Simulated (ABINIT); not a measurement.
**Run report: SrO, single-point calculation**

- system: SrO (2 atoms in the cell)
- method: Kohn-Sham DFT of a periodic cell, SCAN with D4, JTH PAW PBE v2.0, spin-polarised (ABINIT 10.8.3)

The structure derives from an entry of the Crystallography Open Database.

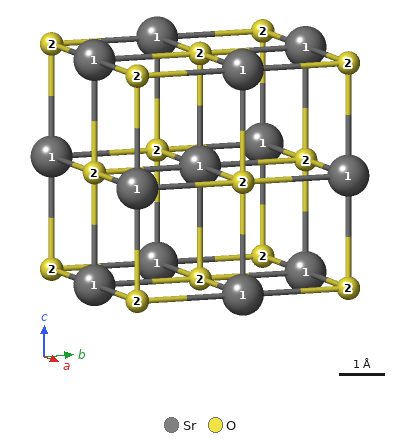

The structure as given in the input (ball-and-stick view of the cell 4 times as large as that of the calculation, set on its symmetry axes, seen slightly off an axis; atoms are numbered from 1 in the order of the input). Near neighbours in the crystal (not all of them lie inside the picture): Sr has 6 O at 2.57 Å; O has 6 Sr at 2.57 Å.

**The input**
```python
import json, os
import numpy as np
from ase.units import GPa
from ase.calculators.mixing import SumCalculator
from dftd4.ase import DFTD4
from ase.calculators.abinit import Abinit, AbinitProfile
from ase import Atoms

atoms = Atoms(['Sr', 'O'],
              cell=[[0.0, 2.5663, 2.5663], [2.5663, 0.0, 2.5663], [2.5663, 2.5663, 0.0]],
              scaled_positions=[[0.5, 0.5, 0.5], [0.0, 0.0, 0.0]],
              pbc=True)
atoms.set_initial_magnetic_moments([-0.56, 0.0])

profile = AbinitProfile(command='abinit', pp_paths=[os.path.abspath('pseudos')])
params = dict(
    pps='pawxml', xc='PBE',
    ecut=761.9188,
    pawecutdg=1360.5693,
    kptopt=1,
    ngkpt=[6, 6, 6],
    nshiftk=1,
    shiftk=[0.0, 0.0, 0.0],
    ixc=-263267,
    usekden=1,
    pawxcdev=0,
    nband=12,
    occopt=1,
    spinmagntarget=0.0,
    nstep=100,
    tolvrs=1e-14,
    diemac=1.0,
    nline=1,
    prtwf=0,
    prtden=0,
)

atoms.calc = SumCalculator([Abinit(profile=profile, directory='run', **params), DFTD4(method='scan')])
energy = atoms.get_potential_energy()
forces = atoms.get_forces()
stress = atoms.get_stress()
print(f'energy {energy:.6f} eV')
print('forces (eV/A)')
print(np.round(forces, 5))
print('stress (GPa, Voigt, tension positive)', np.round(stress / GPa, 4))
json.dump(dict(energy=energy, forces=forces.tolist(), stress=stress.tolist(), cell=atoms.cell.tolist(), frac=atoms.get_scaled_positions(wrap=False).tolist()), open('results.json', 'w'))
```

**File abinit.in**
```
spinat
0.00000000000000 0.00000000000000 -0.56000000000000
0.00000000000000 0.00000000000000 0.00000000000000
diemac 1.0
ecut 761.9188 eV
ixc -263267
kptopt 1
natom 2
nband 12
ngkpt
6 6 6
nline 1
nshiftk 1
nsppol 2
nstep 100
occopt 1
pawecutdg 1360.5693 eV
pawxcdev 0
prtden 0
prtwf 0
shiftk
0.0 0.0 0.0
spinmagntarget 0.0
tolvrs 1e-14
usekden 1
#Definition of the unit cell
acell
1.00000000000000 1.00000000000000 1.00000000000000 Angstrom
rprim
0.00000000000000 2.56630000000000 2.56630000000000
2.56630000000000 0.00000000000000 2.56630000000000
2.56630000000000 2.56630000000000 0.00000000000000
chkprim 0 # Allow non-primitive cells
#Definition of the atom types
ntypat 2
znucl 8 38
#Enumerate different atomic species
typat
 2 1
pseudos "./pseudos/O.GGA_PBE-JTH.xml,
./pseudos/Sr.GGA_PBE-JTH.xml"
#Definition of the atoms
xcart
4.84960415673531 4.84960415673531 4.84960415673531
0.00000000000000 0.00000000000000 0.00000000000000
chkexit 1 # abinit.exit file in the running directory terminates after the current SCF
```

Hardware: 1 thread of Arm Neoverse N1, 98 GiB of memory available, shared host.

Command:
```bash
python run.py
```

**Output**
```
energy -958.284182 eV
forces (eV/A)
[[-0.  0.  0.]
 [ 0. -0. -0.]]
stress (GPa, Voigt, tension positive) [-0.4686 -0.4686 -0.4686 -0.     -0.     -0.    ]
```

**Summary**

| quantity | value |
| --- | --- |
| outcome | converged |
| space group (tolerance 0.01 Å) | Fm-3m (225) |
| electrons treated | 16 |
| free energy | −958.2842 eV |
| dispersion energy | −0.1023 eV |
| Fermi energy | 4.300 eV |
| net moment of the cell (fixed by the input) | 0.00 μB |
| pressure | 0.47 GPa |
| largest force (length of the vector) | under 0.001 eV/Å |
| wall time | 5.2 min |
| peak memory | 0.18 GiB |

Settings chosen away from the usual ones: tolvrs set to 1e-14; nline set to 1; diemac set to 1.0. Points of doubt noted for this run: libxc opposed gradients.
